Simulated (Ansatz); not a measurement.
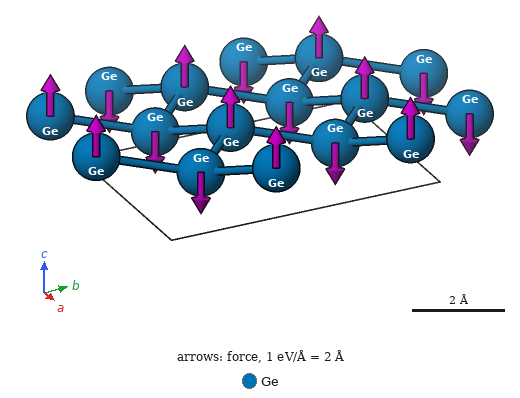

Starting geometry of a slab of composition Ge with the computed forces as purple arrows. Style: ball-and-stick. Shown: the 2 × 2 repeat of the cell, outlined in the plane, without the vacuum, slightly off an axis.

Method: Ansatz 0.2.0, DFT PBE+D3(BJ), scalar-relativistic, plane waves, PAW. Set-up: plane-wave cutoff 420 eV; k-point mesh 12 × 12 × 1; occupations gaussian; smearing width 0.1 eV; no spin polarisation; cell and atoms relaxed; force threshold 0.005 eV/Å; at most 80 steps.

### What follows when this structure is relaxed?

It isn't relaxed: the largest force vector, on Ge atoms, is 0.48 eV/Å. The atoms end up moving mostly along the starting forces (cosine between the two patterns 1.00). The largest moves relative to the cell and the layer's centre, 0.10 Å, are those of Ge atoms. In the plane the drawn cell goes a 8.146 → 8.045 Å (−1.2 %), b 8.146 → 8.045 Å (−1.2 %). Among the contacts that change: Ge–Ge 2.400 → 2.421 Å. Among the angles between lasting bonds that change: Ge–Ge–Ge 116.1° → 112.4°. After 3 accepted moves (4 points after the start) the energy has fallen by 59.6 meV per cell of the calculation. Largest force component: 0.48 eV/Å at the start, 0.0023 eV/Å at the end. The SCF was repeated once at an unchanged geometry on a basis and grid sized afresh for the cell, which shifted the energy by 0.2 meV per cell of the calculation at most. Cost: 2.1 min on 1 thread of Intel(R) Xeon(R) Processor @ 2.50GHz (Skylake/Cascade Lake), on a shared host, peak memory 0.62 GiB.
